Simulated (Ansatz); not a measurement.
# Mending a single-point calculation on Mo

System: Mo (1 atom in the cell).
Method of run A: DFT, PBEsol, plane waves, PAW, no spin polarisation (Ansatz 0.2.0).

The structure derives from an entry of the Crystallography Open Database. Some settings of this run were made unusual or wrong on purpose. Text and figures count atoms from 1; the logs count them from 0 in places.

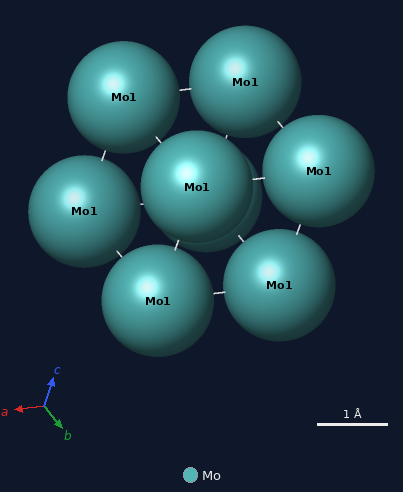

**Figure 1.** The structure as given in the input (spheres-only view of the cell of the calculation, seen at an oblique angle; atoms are numbered from 1 in the order of the input). An atom can appear more than once, as a periodic image.

**Input, run A**
```yaml
crystal:
  lattice:
    - [-1.06787596, 1.06787596, 1.04049453]
    - [1.06787596, -1.06787596, 1.04049453]
    - [1.06787596, 1.06787596, -1.04049453]
  atoms:
    - { symbol: Mo, position: [0.0, 0.0, 0.0] }
basis:
  ecutwfc: 420
kpoints:
  mp_grid: { grid: [26, 26, 26] }
hamiltonian:
  xc: pbesol
scf:
  occupations: { method: gaussian, width: 0.15 }
  max_iter: 50
output:
  forces: true
  eigenvalues: true
  stress: true
```

Launched with:
```bash
ansatz run input.yaml --threads 2 --pin off --max-ram 5120MiB --backend cpu --events-out ev --progress --plain --runs-dir out
```

Hardware: 2 threads of Arm Neoverse V1, 24 GiB of memory available, shared host.

**Output, shortened to warnings, some set-up lines, iterations and results (run A)**
```
Basis set: ecut = 420 eV, 87 PW (Γ), exchange–correlation on 30×30×30 points (8 copies of the dense FFT grid, shifted against one another)
Symmetry: 16 space group operations
k-points: 1330 of 17576
Initial density: superposition of atomic densities (neutral atoms: chi_scale 0, normalization atom), corrected by the library's trained network
[...]
SCF iter   1: F=—  HF=-4865.799303 eV  |F-HF|=—  |Δ(HF+E_count)|=         —  Δρ=1.17e0  dr2=2.00e1  ethr=1.77e-3  ⟨swp⟩=4.9  Hψ=83912  notcnv=0
SCF iter   2: F=—  HF=-4858.613890 eV  |F-HF|=—  |Δ(HF+E_count)|=    7.19e0  Δρ=4.51e-1  dr2=2.09e0  ethr=1.77e-3  ⟨swp⟩=3.5  Hψ=50213  notcnv=0  defer=322
SCF iter   3: F=—  HF=-4858.527732 eV  |F-HF|=—  |Δ(HF+E_count)|=   8.62e-2  Δρ=7.74e-2  dr2=4.79e-2  ethr=1.77e-3  ⟨swp⟩=3.0  Hψ=33500  notcnv=0  defer=322
SCF iter   4: F=—  HF=-4858.585483 eV  |F-HF|=—  |Δ(HF+E_count)|=   5.78e-2  Δρ=4.38e-3  dr2=2.38e-4  ethr=3.42e-4  ⟨swp⟩=2.0  Hψ=25962  notcnv=0  defer=321
SCF iter   5: F=—  HF=-4858.585580 eV  |F-HF|=—  |Δ(HF+E_count)|=   9.72e-5  Δρ=2.51e-4  dr2=8.58e-7  ethr=1.70e-6  ⟨swp⟩=2.0  Hψ=22261  notcnv=0  defer=321
SCF iter   6: F=—  HF=-4858.585579 eV  |F-HF|=—  |Δ(HF+E_count)|=   4.87e-7  Δρ=2.10e-5  dr2=5.68e-9  ethr=7.14e-10  ⟨swp⟩=7.3  Hψ=87687  notcnv=0
SCF iter   7: F=-4858.585579 eV  HF=-4858.585579 eV  |F-HF|=2.55e-11  |Δ(HF+E_count)|=   1.87e-9  Δρ=2.26e-6  dr2=6.13e-11  ethr=4.05e-11  ⟨swp⟩=1.3  Hψ=44087  notcnv=0
SCF 1 converged in 7 iterations: F = -4858.585579 eV  dr2 = 6.13e-11
SCF converged after 7 iterations
Free energy (F): -4858.585579 eV
Harris-Foulkes:  -4858.585579 eV  (|F-HF|=2.55e-11)
Internal energy: -4858.581401 eV  (E = F + TS)
E sigma→0 (E₀):  -4858.583490 eV
Entropy (-TS):   -0.004179 eV (-4.179 meV/atom)
Fermi energy:    72.861061 eV
--- Per-component energies (eV) ---
  E_band       = 568.540040
  E_kinetic    = 564.520229
  E_local      = 119.834588  (includes V_loc(G=0)·N_el)
  E_nonlocal   = 194.033013
  E_hartree    = 66.367357
  E_xc         = -206.673152
  E_vxc        = -260.698422  (∫ρ·V_xc dr)
  E_paw        = -3171.428937  (= ΣΔE_a)
  E_vpaw       = -181.884103  (= ΣTr[D̂ρ^β])
  E_aug_tail   = 0.000062  (compensation charges beyond the density's cutoff)
  E_ewald      = -2425.443860
  E_core_change = 0.209299  (= ΣΔE_core)
  E_smearing   = -0.004179  (= −TS)
  E_closure    = -0.000000  (closes the sum)
  Σ components = -4858.585579   (vs F -4858.585579, Δ=0.00e0)
--- Forces (eV/Å), atoms counted from 1 ---
  atom   1  Mo    -0.00000000     0.00000000     0.00000000
  max |Σ_I F_I| component: 2.47e-32 eV/Å
--- Stress (GPa, compression-positive) ---
     3159.864616      -0.000000      -0.000000
       -0.000000    3159.864616       0.000000
        0.000000      -0.000000    3165.084811
  P = ⅓ Tr σ = 3161.6047 GPa (31616.047 kbar)
```

Question: Diagnose this run and give a change of the input that cures it.

Answer: This input holds a deliberate fault: a lattice far too small (`crystal.lattice`). The atoms are squeezed together and the pressure is enormous. The run converged all the same; its numbers are those of the faulty input and shouldn't be used.

A run of the same system that converges differs from this input as follows (lines with − go, lines with + come):
```diff
-    - [-1.06787596, 1.06787596, 1.04049453]
-    - [1.06787596, -1.06787596, 1.04049453]
-    - [1.06787596, 1.06787596, -1.04049453]
+    - [-1.4864207557, 1.4864207557, 1.4864207557]
+    - [1.4864207557, -1.4864207557, 1.4864207557]
+    - [1.4864207557, 1.4864207557, -1.4864207557]
-  max_iter: 50
```

**Output, shortened to warnings, some set-up lines, iterations and results (run B)**
```
Basis set: ecut = 420 eV, 249 PW (Γ), exchange–correlation on 36×36×36 points (8 copies of the dense FFT grid, shifted against one another)
Symmetry: 48 space group operations
k-points: 511 of 17576
Initial density: superposition of atomic densities (neutral atoms: chi_scale 0, normalization atom), corrected by the library's trained network
[...]
SCF iter   1: F=—  HF=-4897.120180 eV  |F-HF|=—  |Δ(HF+E_count)|=         —  Δρ=7.73e-3  dr2=3.41e-3  ethr=1.77e-3  ⟨swp⟩=5.0  Hψ=32131  notcnv=0
SCF iter   2: F=—  HF=-4897.119380 eV  |F-HF|=—  |Δ(HF+E_count)|=   8.00e-4  Δρ=3.29e-3  dr2=3.17e-4  ethr=2.43e-5  ⟨swp⟩=2.2  Hψ=11613  notcnv=0
SCF iter   3: F=—  HF=-4897.119404 eV  |F-HF|=—  |Δ(HF+E_count)|=   2.35e-5  Δρ=9.53e-4  dr2=2.51e-5  ethr=2.26e-6  ⟨swp⟩=1.0  Hψ=5578  notcnv=0
SCF iter   4: F=—  HF=-4897.119411 eV  |F-HF|=—  |Δ(HF+E_count)|=   6.58e-6  Δρ=4.99e-5  dr2=9.87e-8  ethr=1.79e-7  ⟨swp⟩=1.0  Hψ=5615  notcnv=0
SCF iter   5: F=-4897.119411 eV  HF=-4897.119411 eV  |F-HF|=4.24e-10  |Δ(HF+E_count)|=   7.28e-8  Δρ=3.49e-6  dr2=7.68e-10  ethr=7.05e-10  ⟨swp⟩=2.3  Hψ=7776  notcnv=0
SCF iter   6: F=-4897.119411 eV  HF=-4897.119411 eV  |F-HF|=1.82e-12  |Δ(HF+E_count)|=  9.82e-11  Δρ=5.61e-7  dr2=7.38e-12  ethr=5.49e-12  ⟨swp⟩=1.8  Hψ=17326  notcnv=0
SCF 1 converged in 6 iterations: F = -4897.119411 eV  dr2 = 7.38e-12
SCF converged after 6 iterations
Free energy (F): -4897.119411 eV
Harris-Foulkes:  -4897.119411 eV  (|F-HF|=1.82e-12)
Internal energy: -4897.113585 eV  (E = F + TS)
E sigma→0 (E₀):  -4897.116498 eV
Entropy (-TS):   -0.005826 eV (-5.826 meV/atom)
Fermi energy:    25.617798 eV
--- Per-component energies (eV) ---
  E_band       = 5.153333
  E_kinetic    = 449.908908
  E_local      = -659.448547  (includes V_loc(G=0)·N_el)
  E_nonlocal   = 146.159083
  E_hartree    = 223.778558
  E_xc         = -185.352948
  E_vxc        = -232.395879  (∫ρ·V_xc dr)
  E_paw        = -3144.876015  (= ΣΔE_a)
  E_vpaw       = -146.627382  (= ΣTr[D̂ρ^β])
  E_aug_tail   = 0.000036  (compensation charges beyond the density's cutoff)
  E_ewald      = -1727.491959
  E_core_change = 0.209299  (= ΣΔE_core)
  E_smearing   = -0.005826  (= −TS)
  E_closure    = -0.000000  (closes the sum)
  Σ components = -4897.119411   (vs F -4897.119411, Δ=0.00e0)
--- Forces (eV/Å), atoms counted from 1 ---
  atom   1  Mo     0.00000000    -0.00000000     0.00000000
  max |Σ_I F_I| component: 1.31e-31 eV/Å
--- Stress (GPa, compression-positive) ---
       58.999764      -0.000000       0.000000
       -0.000000      58.999764       0.000000
        0.000000       0.000000      58.999764
  P = ⅓ Tr σ = 58.9998 GPa (589.998 kbar)
```

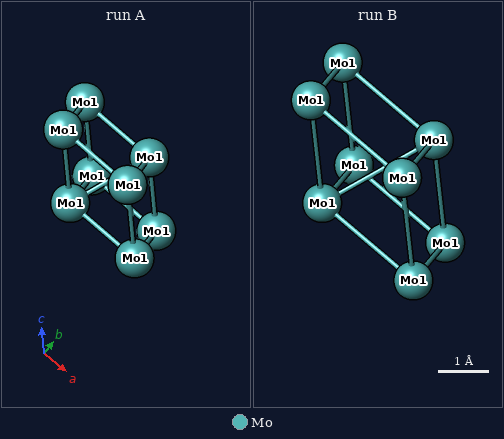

**Figure 2.** The two input geometries at one scale (ball-and-stick view of the cell of the calculation, seen slightly off an axis). No atom moves by more than 0.005 Å relative to the cell. The drawn cell changes as follows: a = b = c 1.834 → 2.575 Å (+40.4 %), α 108.8° → 109.5°, β 108.8° → 109.5°, γ 110.9° → 109.5°; the volume changes by +176.8 %. Among the contacts that change: Mo1–Mo1 1.834 → 2.575 Å.

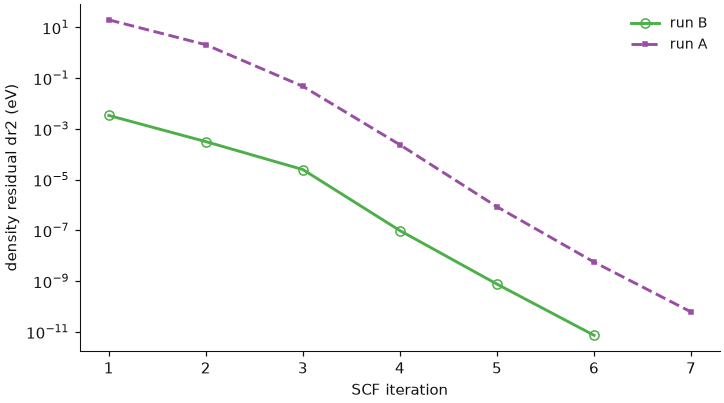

**Figure 3.** Convergence of the two runs: density residual dr2 against the SCF iteration. Run B takes 6 iterations in all, and run A takes 7.

**The two runs side by side**

```tsv
quantity	run A	run B
outcome	converged	converged
free energy per atom (eV)	−4858.5856	−4897.1194
energy per atom, smearing taken to zero (eV)	−4858.5835	−4897.1165
gap on the mesh (eV)	0.00	0.00
pressure (GPa)	3161.60	59.00
volume per atom (Å³)	4.75	13.14
largest force (eV/Å)	0.000	0.000
SCF iterations	7	6
irreducible k-points	1330	511
plane waves at Γ	87	249
wall time (shared host)	4.9 s	2.5 s
```

With the same functional and potentials, run B lies 38533.8 meV per atom lower. The pressure goes from 3161.60 to 59.00 GPa. The volume per atom goes from 4.75 to 13.14 Å³. The SCF takes 6 iterations against 7. The irreducible k-points go from 1330 to 511. The plane waves at Γ go from 87 to 249. On the same kind of shared host run B took about 0.52 times as long.

Notes on run B: The cell is under a pressure of 59 GPa at this level, so it is not at its equilibrium volume.
